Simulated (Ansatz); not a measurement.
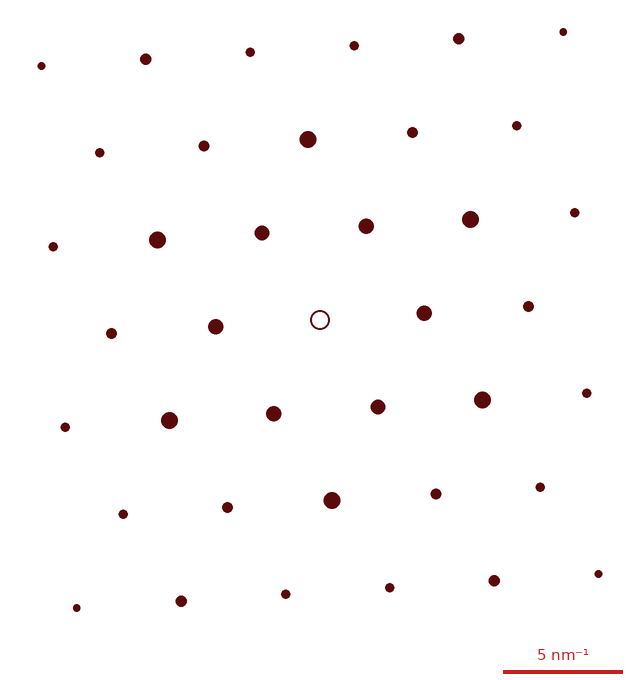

Computed electron diffraction pattern, 200 kV, single scattering only, B = 0.3 Å².

Question: Describe the geometry of this pattern.

Answer: The spots form a hexagonal net with both shortest vectors at d = 2.27 Å, 60.0° apart.

Question: What is the point symmetry of the pattern, intensities included?

Answer: 6mm. A zero-layer kinematic pattern is always centrosymmetric (Friedel's law). Such a pattern arises along the three- or sixfold axis of a trigonal, hexagonal or cubic crystal.

Question: What was simulated?

Answer: This cannot be fixed from one zone alone; the pattern is [001] of Cu, space group P6_3/mmc (No. 194), a = 2.618 Å, c = 4.287 Å (hexagonal axes). The net vectors are 1 -1 0 and 1 0 0. Structure: the end point of a relaxation with Ansatz, DFT, BLYP, plane waves (420 eV) with PAW, scalar-relativistic; the starting structure was generated, so it need not be a known form of this composition.
